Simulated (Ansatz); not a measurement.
**Sn$_{7}$O$_{16}$: density-of-states calculation (part 2 of 2)**

The same run, continued: Sn$_{7}$O$_{16}$ (23 atoms in the cell); DFT PBE, scalar-relativistic, plane waves, PAW, no spin polarisation (Ansatz 0.2.0); cutoff 420 eV, 5×5×5 k-mesh, Gaussian smearing of 0.1 eV. The structure was built on a prototype by a generator; it need not be a known phase. It belongs to a series of runs on one base structure; here: 1 of 8 Sn atoms taken out at random, relaxed.

Geometry of the input (Å; fractional positions):
```
6.5046  0.0010  -0.0006
0.0010  6.8649  -0.0003
-0.0007  -0.0003  6.8561
Sn 0.9998  0.7490  0.2498
Sn 0.4997  0.2491  0.7500
Sn 0.9997  0.2490  0.7500
Sn 0.2475  0.2490  0.2499
Sn 0.7481  0.7491  0.7492
Sn 0.7519  0.2491  0.2501
Sn 0.2511  0.7490  0.7509
O  0.2488  0.2490  0.9422
O  0.7676  0.7489  0.4519
O  0.4996  0.4298  0.2502
O  0.9996  0.9460  0.7500
O  0.7506  0.2489  0.9423
O  0.2309  0.7485  0.4535
O  0.4998  0.0683  0.2501
O  0.9995  0.5521  0.7503
O  0.9997  0.4407  0.2499
O  0.4996  0.9435  0.7498
O  0.9997  0.0574  0.2501
O  0.4997  0.5545  0.7500
O  0.7506  0.2491  0.5578
O  0.2323  0.7490  0.0482
O  0.2486  0.2491  0.5578
O  0.7683  0.7493  0.0467
```

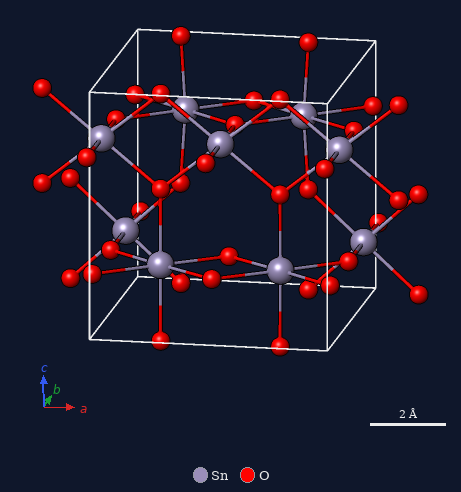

*The structure (ball-and-stick view of the cell of the calculation, seen slightly off an axis; bonded neighbours outside the cell are drawn too). An atom can appear more than once, as a periodic image.*

What the program printed, continued:
```
--- Forces (eV/Å), atoms counted from 1 ---
  atom   1  Sn    -0.00350970    -0.00160753     0.00796562
  atom   2  Sn     0.00046673    -0.00171920    -0.00023939
  atom   3  Sn    -0.00168121     0.00381413     0.00065724
  atom   4  Sn    -0.02200477     0.00074420     0.00609932
  atom   5  Sn    -0.00663183    -0.00068753     0.00539319
  atom   6  Sn     0.02315788    -0.00583758    -0.00504089
  atom   7  Sn     0.00782853     0.00015372    -0.01018979
  atom   8  O     -0.00500512     0.00001308     0.01514292
  atom   9  O      0.00235170    -0.00020953    -0.01078819
  atom  10  O     -0.00118727    -0.02052839    -0.00072833
  atom  11  O      0.00026509    -0.00035172     0.00033367
  atom  12  O      0.00420750     0.00141838     0.01698494
  atom  13  O     -0.00319617     0.00290050    -0.01760284
  atom  14  O      0.00129645     0.02248095    -0.00035542
  atom  15  O      0.00497514    -0.00133599    -0.00116282
  atom  16  O     -0.00097167     0.00630840    -0.00012938
  atom  17  O     -0.00432066     0.00395720     0.00114344
  atom  18  O     -0.00006033    -0.00367560    -0.00076622
  atom  19  O      0.00122884    -0.00477663    -0.00002032
  atom  20  O      0.00419093     0.00016879    -0.01523145
  atom  21  O     -0.00337802     0.00085009     0.01320607
  atom  22  O     -0.00200246    -0.00090768    -0.01709664
  atom  23  O      0.00397917    -0.00120633     0.01240809
  max |Σ_I F_I| component: 3.43e-5 eV/Å
--- Stress (GPa, compression-positive) ---
       -0.011998      -0.009623      -0.010744
       -0.009623      -0.047019      -0.000862
       -0.010743      -0.000862       0.001734
  P = ⅓ Tr σ = -0.0191 GPa (-0.191 kbar)
--- Band table (eV; the first three rows and the last of 63) ---
  k-point 0: bands = ["-14.0284", "-13.9266", "-13.8838", "-13.7889", "-13.7256", "-13.6181", "-13.5271", "-13.3902", "-13.3496", "-13.2897", "-13.2856", "-13.2651", "-13.2004", "-13.1680", "-13.1661", "-13.1581", "-13.1267", "-13.0993", "-13.0978", "-13.0723", "-13.0386", "-13.0376", "-13.0283", "-13.0168", "-13.0033", "-12.9478", "-12.9417", "-12.9331", "-12.9056", "-12.8931", "-12.8917", "-12.8399", "-12.6912", "-12.6825", "-12.6542", "-11.5478", "-10.3920", "-10.1503", "-10.1450", "-10.1279", "-10.0960", "-10.0461", "-9.8768", "-9.5558", "-9.5152", "-9.1812", "-8.8782", "-8.8192", "-8.5738", "-8.3202", "-8.3146", "-0.8364", "-0.6115", "-0.4736", "0.1800", "1.0961", "1.6581", "2.3243", "2.3918", "2.9876", "3.0368", "3.0498", "3.2701", "3.2999", "3.4004", "3.5837", "3.6790", "3.7128", "4.0267", "4.1606", "4.2244", "4.2879", "4.3969", "4.5419", "4.7676", "4.8497", "4.9452", "5.1519", "5.3676", "5.4815", "5.5288", "5.5710", "5.5757", "5.6276", "5.7311", "5.8621", "5.8668", "5.9385", "6.0937", "6.1660", "6.1825", "6.2982", "6.3190", "6.3807", "6.3820", "6.5329", "6.6094", "6.6510", "6.9876", "8.2422", "11.2670", "11.6278", "11.7177", "11.8735", "12.7797", "13.2635", "13.3401", "13.4909"]
  k-point 1: bands = ["-14.0046", "-13.9759", "-13.8838", "-13.7990", "-13.7256", "-13.6054", "-13.5275", "-13.4820", "-13.3123", "-13.2821", "-13.2623", "-13.2013", "-13.1682", "-13.1662", "-13.1577", "-13.1365", "-13.1354", "-13.0989", "-13.0978", "-13.0779", "-13.0606", "-13.0328", "-13.0284", "-13.0177", "-13.0029", "-12.9493", "-12.9408", "-12.9309", "-12.9054", "-12.8920", "-12.8919", "-12.8419", "-12.6911", "-12.6828", "-12.6535", "-11.4946", "-10.5502", "-10.3843", "-10.2521", "-10.1251", "-10.0516", "-9.9198", "-9.8796", "-9.5524", "-9.3304", "-9.2947", "-8.8777", "-8.7384", "-8.4531", "-8.3370", "-8.3207", "-0.7226", "-0.4711", "-0.4406", "0.2851", "0.8107", "1.6824", "2.3721", "2.4092", "2.7325", "2.8089", "2.9163", "3.0437", "3.3273", "3.3664", "3.4355", "3.6919", "3.7465", "3.9405", "4.0326", "4.2551", "4.2869", "4.2892", "4.5394", "4.8814", "5.0462", "5.1570", "5.3693", "5.5401", "5.5726", "5.5850", "5.6061", "5.6530", "5.7280", "5.7412", "5.8128", "5.8577", "5.8885", "5.9606", "6.1311", "6.2275", "6.2793", "6.3015", "6.3647", "6.3676", "6.4044", "6.6169", "6.6674", "6.9046", "8.6973", "11.3220", "11.5268", "11.8995", "11.9405", "12.8973", "13.0706", "13.3861", "13.5422"]
  k-point 2: bands = ["-14.0380", "-13.9541", "-13.8838", "-13.8291", "-13.7257", "-13.5792", "-13.5711", "-13.5281", "-13.2685", "-13.2640", "-13.2128", "-13.1965", "-13.1684", "-13.1663", "-13.1604", "-13.1571", "-13.0982", "-13.0978", "-13.0921", "-13.0823", "-13.0285", "-13.0256", "-13.0192", "-13.0087", "-13.0022", "-12.9519", "-12.9386", "-12.9289", "-12.9050", "-12.8922", "-12.8866", "-12.8493", "-12.6908", "-12.6833", "-12.6525", "-11.3497", "-10.9244", "-10.4037", "-10.3852", "-10.1203", "-10.0611", "-9.9076", "-9.8843", "-9.5349", "-9.5085", "-8.9652", "-8.8770", "-8.6328", "-8.4116", "-8.3216", "-8.3134", "-0.4968", "-0.3473", "-0.0172", "0.2031", "0.4053", "1.8707", "2.0617", "2.2765", "2.4311", "2.4919", "2.7601", "2.9593", "3.0354", "3.3763", "3.4032", "3.5315", "3.6625", "3.8974", "4.2784", "4.3541", "4.4727", "4.4922", "4.5186", "4.8038", "4.8676", "5.2706", "5.4798", "5.5769", "5.6469", "5.6725", "5.6973", "5.7577", "5.8194", "5.8211", "5.8354", "5.8981", "5.9337", "6.0447", "6.1111", "6.2261", "6.2344", "6.2832", "6.3143", "6.3235", "6.4157", "6.5987", "6.6976", "6.7303", "9.5679", "10.7796", "11.8789", "11.9844", "12.5187", "12.5352", "13.0455", "13.5972", "13.6624"]
  k-point 62: bands = ["-13.8560", "-13.8179", "-13.7470", "-13.7091", "-13.6704", "-13.5449", "-13.5224", "-13.4847", "-13.4622", "-13.4525", "-13.3559", "-13.3152", "-13.2356", "-13.1793", "-13.1564", "-13.1527", "-13.1484", "-13.1044", "-13.0999", "-13.0841", "-13.0808", "-13.0475", "-13.0244", "-13.0124", "-13.0079", "-13.0078", "-12.9811", "-12.9769", "-12.9010", "-12.9008", "-12.8967", "-12.8729", "-12.6920", "-12.6828", "-12.6533", "-11.2657", "-10.9478", "-10.4424", "-10.3220", "-10.1879", "-9.9262", "-9.7020", "-9.4195", "-9.2559", "-9.2286", "-9.1880", "-9.0829", "-8.9306", "-8.6931", "-8.5167", "-8.3205", "-0.6638", "-0.3084", "0.2458", "0.4817", "0.7740", "1.4770", "2.3414", "2.5079", "2.6521", "2.8681", "2.8803", "3.0035", "3.1798", "3.2988", "3.4887", "3.5846", "3.7220", "3.8843", "3.9799", "3.9965", "4.2272", "4.3038", "4.4280", "4.6306", "4.8369", "4.9360", "5.0051", "5.0378", "5.1789", "5.3203", "5.6656", "5.6993", "5.7956", "5.8330", "5.8908", "5.9639", "6.0568", "6.0639", "6.1071", "6.2274", "6.2861", "6.3459", "6.3846", "6.4826", "6.5126", "6.6017", "6.7094", "6.7461", "10.2454", "11.1718", "11.6517", "11.8394", "12.0554", "12.6364", "13.5579", "14.7195", "14.7433"]
--- Löwdin populations: 23 sites ---
  site symbol       q [e]
     0     Sn     12.2449
     1     Sn     12.2743
     2     Sn     12.2806
     3     Sn     12.2592
     4     Sn     12.2639
     5     Sn     12.2592
     6     Sn     12.2640
     7      O      6.7742
     8      O      6.6145
     9      O      6.5690
    10      O      6.7342
    11      O      6.7737
    12      O      6.6126
    13      O      6.5690
    14      O      6.7338
    15      O      6.7658
    16      O      6.7603
    17      O      6.7659
    18      O      6.7603
    19      O      6.7741
    20      O      6.6156
    21      O      6.7736
    22      O      6.6128
  spilling = 0.004866 (of n_electrons = 194.000000)
```

File populations.tsv:
```
# site	symbol	l	j	q
# orbitals = lowdin
# n_electrons = 194.000000
# spilling = 0.004866
0	Sn	0_5S	-	0.874913
0	Sn	1_5P	-	1.380398
0	Sn	2_4D	-	9.989617
1	Sn	0_5S	-	0.899182
1	Sn	1_5P	-	1.381416
1	Sn	2_4D	-	9.993684
2	Sn	0_5S	-	0.893206
2	Sn	1_5P	-	1.393653
2	Sn	2_4D	-	9.993748
3	Sn	0_5S	-	0.889386
3	Sn	1_5P	-	1.378521
3	Sn	2_4D	-	9.991340
4	Sn	0_5S	-	0.891517
4	Sn	1_5P	-	1.379931
4	Sn	2_4D	-	9.992469
5	Sn	0_5S	-	0.889409
5	Sn	1_5P	-	1.378474
5	Sn	2_4D	-	9.991343
6	Sn	0_5S	-	0.891584
6	Sn	1_5P	-	1.379987
6	Sn	2_4D	-	9.992462
7	O	0_2S	-	1.738705
7	O	1_2P	-	5.035487
8	O	0_2S	-	1.787200
8	O	1_2P	-	4.827331
9	O	0_2S	-	1.807875
9	O	1_2P	-	4.761170
10	O	0_2S	-	1.750096
10	O	1_2P	-	4.984125
11	O	0_2S	-	1.738865
11	O	1_2P	-	5.034801
12	O	0_2S	-	1.787536
12	O	1_2P	-	4.825055
13	O	0_2S	-	1.807951
13	O	1_2P	-	4.761086
14	O	0_2S	-	1.750256
14	O	1_2P	-	4.983588
15	O	0_2S	-	1.738779
15	O	1_2P	-	5.027045
16	O	0_2S	-	1.736428
16	O	1_2P	-	5.023888
17	O	0_2S	-	1.738797
17	O	1_2P	-	5.027127
18	O	0_2S	-	1.736378
18	O	1_2P	-	5.023957
19	O	0_2S	-	1.738710
19	O	1_2P	-	5.035398
20	O	0_2S	-	1.786961
20	O	1_2P	-	4.828671
21	O	0_2S	-	1.738861
21	O	1_2P	-	5.034787
22	O	0_2S	-	1.787640
22	O	1_2P	-	4.825138
```

Summary:

```csv
quantity,value
outcome,converged
space group (tolerance 0.01 Å),P2/m (10)
electrons treated,194
free energy,−51235.4889 eV
Fermi energy,6.644 eV
gap on the k-point mesh,none (metallic)
pressure,−0.02 GPa
largest force (length of the vector),0.024 eV/Å
hardware,"4 threads of Arm Neoverse V1, 24 GiB of memory available, shared host"
wall time,2.2 min (CPU time 8.7 min)
peak memory,1.9 GiB
```
